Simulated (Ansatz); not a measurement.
Single-point calculation, with input and output: AlN

- system: AlN (4 atoms in the cell)
- method: density functional or hybrid calculation with the settings of its input, plane waves (Ansatz 0.2.0)

The structure was built on a prototype by a generator. The geometry comes from this level: r2SCAN.

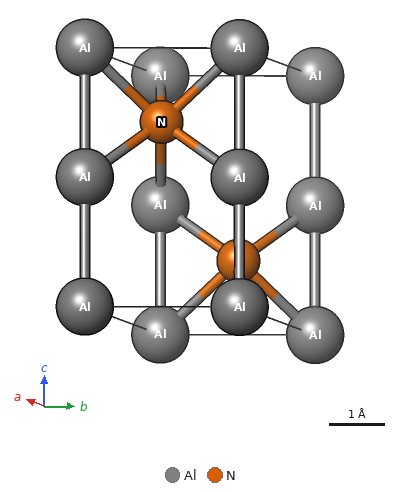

*The input geometry (ball-and-stick view of the cell of the calculation, seen at an oblique angle).*

Near neighbours in the crystal (not all of them lie inside the picture): Al has 2 Al at 2.42 Å and 6 N at 2.03 Å; N has 6 Al at 2.03 Å.

Input file
```yaml
crystal:
  lattice:
    - [2.8328531135, 0.0, 0.0]
    - [-1.4164265567, 2.4533227615, 0.0]
    - [0.0, 0.0, 4.8410108391]
  atoms:
    - { symbol: Al, position: [0.0, 0.0, 0.0] }
    - { symbol: Al, position: [0.0, 0.0, 0.5] }
    - { symbol: "N", position: [0.3333333333, 0.6666666667, 0.25] }
    - { symbol: "N", position: [0.6666666667, 0.3333333333, 0.75] }
kpoints:
  mp_grid: { grid: [6, 6, 2] }
hamiltonian:
  xc: { exchange: pbe, correlation: pbe, exx: { coeff: -0.2, omega: 0.5 } }
scf:
  occupations: { method: fixed }
  n_extra_bands: 5
output:
  forces: true
  stress: true
  eigenvalues: true
```

Launch command:
```bash
ansatz run input.yaml --threads 4 --pin off --max-ram 3686MiB --backend cpu --events-out ev --progress --plain --runs-dir out
```

Log
```
Error: invalid value for `hamiltonian.xc.exx.coeff`: must be finite and in (0, 1]; got -0.2
```

Outcome

- outcome: refused by the program
- space group (tolerance 0.01 Å): P6₃/mmc (194)
- hardware: 4 CPU threads, shared host

What went wrong

Some settings of this run were drawn to be unusual or wrong. The program refused the input: “invalid value for `hamiltonian.xc.exx.coeff`: must be finite and in (0, 1]; got -0.2”
